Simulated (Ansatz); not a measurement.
System: ScBiO3 (C2/c).

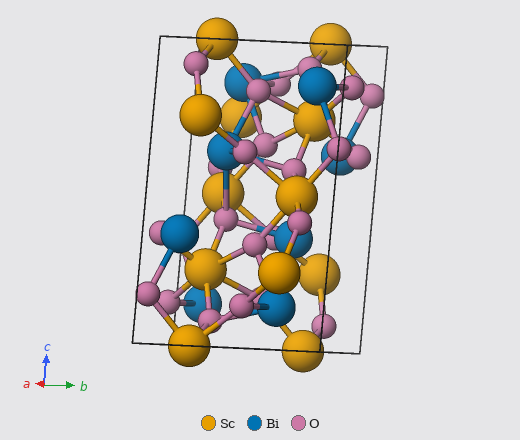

The structure (scandium orange, bismuth blue, oxygen pink). Some periodic images of atoms are drawn too.

```
Sc Bi O
1.0
     4.99043   -2.94681    0.00000
     4.99043    2.94681    0.00000
    -3.28801    0.00000    9.59485
Sc Bi O
4 4 12
Direct
  0.50000 0.00000 0.00000
  0.74677 0.25323 0.75000
  0.00000 0.50000 0.50000
  0.25323 0.74677 0.25000
  0.30681 0.96683 0.63774
  0.96683 0.30681 0.13774
  0.69319 0.03317 0.36226
  0.03317 0.69319 0.86226
  0.17331 0.11889 0.83776
  0.73103 0.10427 0.91612
  0.63091 0.68785 0.36213
  0.88111 0.82669 0.66224
  0.31215 0.36909 0.13787
  0.36909 0.31215 0.63787
  0.10427 0.73103 0.41612
  0.89573 0.26897 0.58388
  0.82669 0.88111 0.16224
  0.68785 0.63091 0.86213
  0.26897 0.89573 0.08388
  0.11889 0.17331 0.33776
```

The cell is the Materials Project's (PBE, PBE+U or r2SCAN) relaxed one; the ions were relaxed with LDA. Spin-orbit coupling is left out unless a run names it.

Gaps computed with Ansatz 0.2.0 without a self-energy: LDA 2.83 eV.

Q: What gap should G0W0 on LDA give (4×4×2 mesh, 949 empty bands, screening to 130 eV, PAW set soft_1 files)?

About 3.85 eV: on its mesh the run moves the gap from 2.83 eV by +1.02 eV. Bands and cutoff are finite, so the gap is not at the basis limit. The miss can reach some tenths of an eV and take either sign; the mesh is an error of its own. Where an edge is built on 6p states of lead, bismuth or thallium, scalar-relativistic gaps usually stand too wide, by a few tenths to over one eV. The many-body steps are scalar-relativistic: spin-orbit coupling is not in them.

[Paths, hosts, dates, memory and timing lines, banners, echoed tables and standing remarks are left out of the program output.]

[Logs are printed without paths, hosts, clocks, repeated set-up lines and the standing remarks that a program may print on its own settings, such as how far it seeks lower states.]

[Runs of the session that timed out or met a known fault of the program may be left out.]

[Cells called generated may have been cut or substituted from an entry of the Crystallography Open Database or the Materials Project.]

[No measured gap is set beside runs whose start may be inverted or whose files or cutoffs have a known fault.]

[Hosts, paths, dates, database ids (printed as entryN), source tags and the programs' standing remarks are cut or masked in the printed files.]
